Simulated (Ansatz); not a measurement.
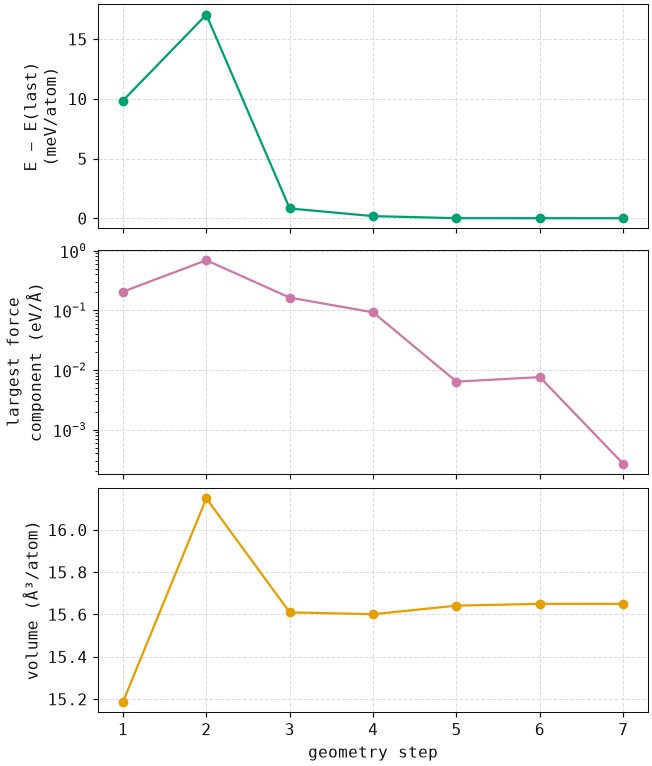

History of a geometry optimisation. Atoms and cell relax. A closing SCF on a freshly chosen basis isn't drawn.

```
crystal:
  lattice:
    - [10.9937728132, 0.0, 0.0]
    - [0.0, 3.3242274546, 0.0]
    - [0.0, 0.0, 3.3242558557]
  atoms:
    - { symbol: Nb, position: [0.8357409035, 0.25, 0.2499876447] }
    - { symbol: Nb, position: [0.1642590965, 0.75, 0.7500123553] }
    - { symbol: Nb, position: [0.6642590965, 0.75, 0.7499876447] }
    - { symbol: Nb, position: [0.3357409035, 0.25, 0.2500123553] }
    - { symbol: P, position: [0.5809014613, 0.25, 0.2500039855] }
    - { symbol: P, position: [0.4190985387, 0.75, 0.7499960145] }
    - { symbol: P, position: [0.9190985387, 0.75, -0.2499960145] }
    - { symbol: P, position: [0.0809014613, 0.25, 1.2499960145] }
kpoints:
  mp_grid: { grid: [2, 8, 8] }
hamiltonian:
  xc: r2scan
  dispersion: rvv10
scf:
  occupations: { method: fermi_dirac, width: 0.03 }
relax:
  f_tol: 0.01
  cell: {}
  max_steps: 120
```

Launched with:
```bash
ansatz run input.yaml --threads 2 --pin off --max-ram 20275MiB --backend cpu --events-out ev --progress --plain --runs-dir out
```

> How did it end, and what did it gain?

The optimisation met its thresholds at geometry 7, counting the start as the first. The energy fell by about 9.8 meV/atom from the first step to the last. Step 2 went uphill and was rejected by the line search. The largest force component goes from about 0.2 eV/Å at the start to 2.7 × 10⁻⁴ eV/Å at the end, with a peak of 0.69 eV/Å at step 2.

> Was the starting cell too large or too small?

The volume grows from 15.19 to 15.65 Å³ per atom (+3.1 %), overshooting to 16.15 at step 2. The start was compressed.

> By which step was nine tenths of the energy gained?

By step 3 of 7.
